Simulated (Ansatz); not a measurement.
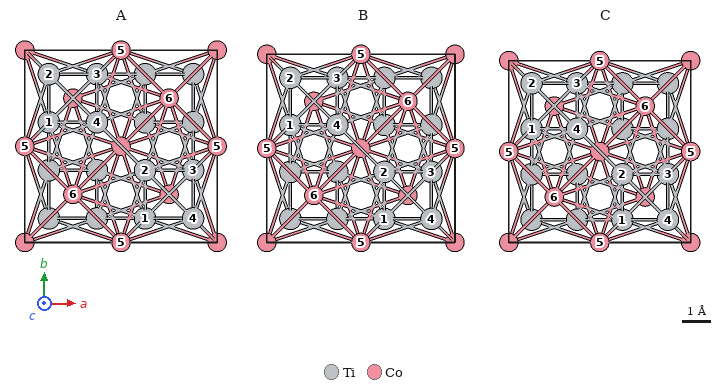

3 geometries from one relaxation of crystalline Ti₂Co (set up in Fd-3m), in shuffled order. Style: ball-and-stick. Shown: the conventional cell (4 times the calculation's cell), along the c axis. Lengths and directions refer to the drawn axes.

Case: relaxed kmesh: [4, 4, 4] Gamma-centred.

These are results of Ansatz, DFT r2SCAN, scalar-relativistic, plane waves, PAW, not measurements. (plane-wave cutoff 500 eV; k-point mesh 4 × 4 × 4; occupations gaussian; smearing width 0.1 eV; collinear spin; cell and atoms relaxed; force threshold 0.01 eV/Å; at most 60 steps)

### Order the frames from highest to lowest energy.

C, B, A. They are steps 0, 1, 4, at +155 meV per atom, +24.0 meV per atom relative to the last. Over 3 accepted moves (4 points after the start) the energy falls by 155 meV per atom. All forces vanish by symmetry, so only the cell relaxes. The pressure goes from 24.25 to 0.01 GPa. At 1 point the geometry stayed and the basis and grid were re-selected for the new cell (energy shift of 2.3 meV per atom at most each time). No atom moves by more than 0.005 Å relative to the cell. The volume changes by +18.3 %, with a = b = c 6.730 → 7.119 Å (+5.8 %). Near-neighbour distances that change, for instance: Co5–Co6 2.914 → 3.083 Å, Ti1–Co5 2.790 → 2.951 Å, Ti1–Ti2 2.379 → 2.517 Å. The space group stays Fd-3m (No. 227). Cost: 76 s on 1 thread of Oxide Virtual Turin-like Processor (Zen 5), with other jobs on the host, peak memory 0.78 GiB.
